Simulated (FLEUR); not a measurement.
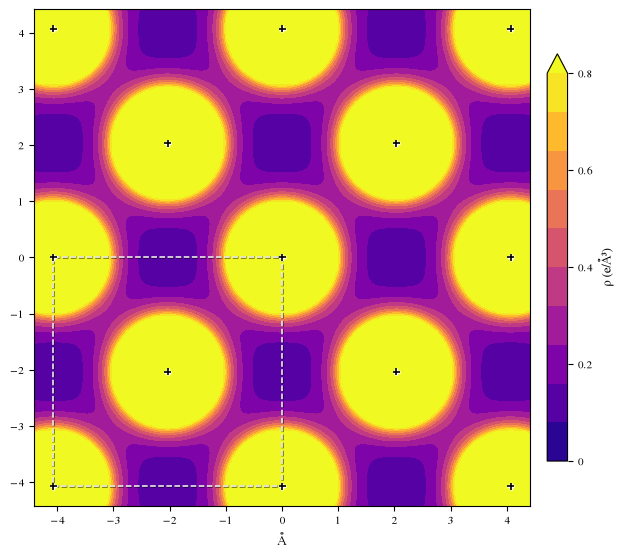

The total electron density on a plane through atoms (crosses mark nuclei in the plane).

The calculation used FLEUR, Kohn-Sham DFT of a periodic cell, PBEsol, all-electron.

Candidates:
A. Al2Cu, a = 4.11 Å, b = 4.11 Å, c = 2.89 Å, α = 90.00°, β = 90.00°, γ = 90.00°. Space group P4/mmm; a structure from a database of computed crystals, not necessarily the ambient phase.
B. Zn, a = 2.67 Å, b = 2.67 Å, c = 4.97 Å, α = 90.00°, β = 90.00°, γ = 120.00°. Space group P6₃/mmc.
C. Au, a = 4.07 Å, b = 4.07 Å, c = 4.07 Å, α = 90.00°, β = 90.00°, γ = 90.00°. Space group Fm-3m.

### Which candidate gave the map?

Candidate C: Au on the (010) plane of the conventional cell, which holds Au. Au–Au (2.88 Å): ρ at the midpoint is about 0.29 e/Å³.
